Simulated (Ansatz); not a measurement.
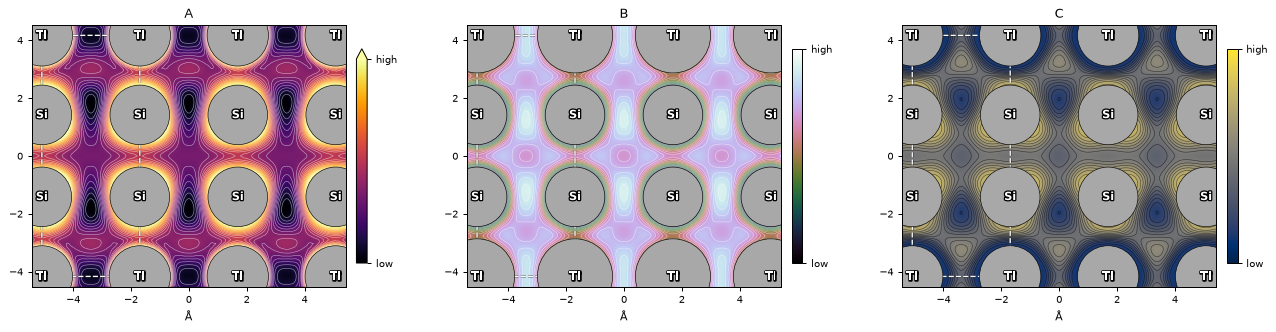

TiSi$_{2}$: 3 fields on the (100) plane of the conventional cell, with unlabelled colour scales. Grey discs cover the atomic cores.

Space group Immm; a structure from a database of computed crystals, not necessarily the ambient phase; changed on purpose from its base cell (all atoms moved at random, sigma 0.25 A a component, cell strained at random, sigma 0.06; relaxed back); computed without spin polarisation.

All numbers below come from Ansatz 0.2.0, DFT PBEsol, scalar-relativistic, plane waves, PAW.

```
Ti Si
1.0
     2.93614    0.00007    0.00001
    -0.00040    3.38647    0.00001
    -0.00013    0.00021    8.33433
Ti Si
2 4
Direct
  0.00000 0.50000 0.00000
  0.50000 0.00000 0.50000
  0.00000 0.50000 0.33002
  0.50000 0.00000 0.83002
  0.50000 0.00000 0.16997
  0.00000 0.50000 0.66997
```

Which field does each panel show? The fields are: electron localisation function, electrostatic potential energy of an electron and valence pseudo-density.

Panel A: valence pseudo-density. Panel B: electrostatic potential energy of an electron (low next to the atoms, rising into the space between them). Panel C: electron localisation function. From the grid: Ti–Si (2.75 Å): ρ at the midpoint is about 0.28 e/Å³; the ELF peaks at about 0.75 in the valence shell of Si, 0.9 Å from its nucleus, and is about 0.45 at the midpoint.
